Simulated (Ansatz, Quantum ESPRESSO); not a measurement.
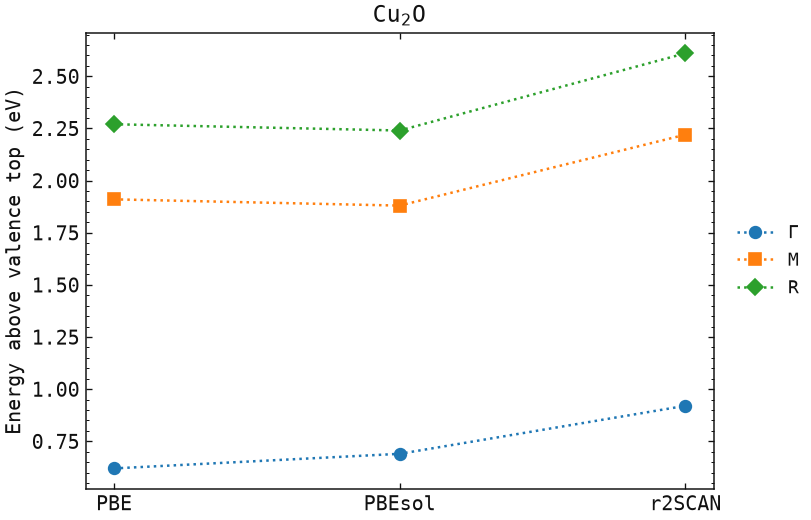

Lowest conduction level at each named k point, counted from the valence-band top at Γ, by several methods on one cell of Cu$_{2}$O, space group Pn-3m, 6 atoms in the cell; cubic a = 4.173 Å. All runs are without spin-orbit coupling and carry no moments. The cell is at 13 GPa in PBE.

**Does r2SCAN shift these levels rigidly from PBE?**

The shifts are +0.30 eV at Γ, +0.31 eV at M and +0.34 eV at R, and at points that aren't plotted +0.33 eV (X): over the named points that both runs hold, a spread of 0.04 eV on a mean of 0.32 eV, so one shift describes them well.

**How do the methods rank at Γ?**

From low to high: PBE 0.62, PBEsol 0.69, r2SCAN 0.92 eV. Too close to rank are PBE against PBEsol (different programs, potentials and cutoffs).

**Do the methods agree on which of these conduction levels is lowest?**

Yes: all put it at Γ.

```
method           program  Γ (eV)  M (eV)  R (eV)
   PBE            Ansatz    0.62    1.91    2.27
PBEsol  Quantum ESPRESSO    0.69    1.88    2.24
r2SCAN            Ansatz    0.92    2.22    2.61
```

Settings. PBE: SPMS NC, 6×6×6 k mesh, 1034 eV cutoff, Fermi-Dirac smearing of 0.05 eV (Ansatz 0.2.0). PBEsol: GBRV 1.5 PBEsol, 6×6×6 k mesh, 612 eV cutoff, Fermi-Dirac smearing of 0.05 eV (Quantum ESPRESSO). r2SCAN: r2SCAN with D3(BJ) dispersion, Ansatz PAW, 6×6×6 k mesh, 500 eV cutoff, Fermi-Dirac smearing of 0.05 eV (Ansatz 0.2.0).

These are three of the 9 methods that were run on this cell. The runs come from different programs, which adds differences of its own. LDA, GGA and most meta-GGA functionals understate gaps. r2SCAN: the PAW data sets were made with another functional.
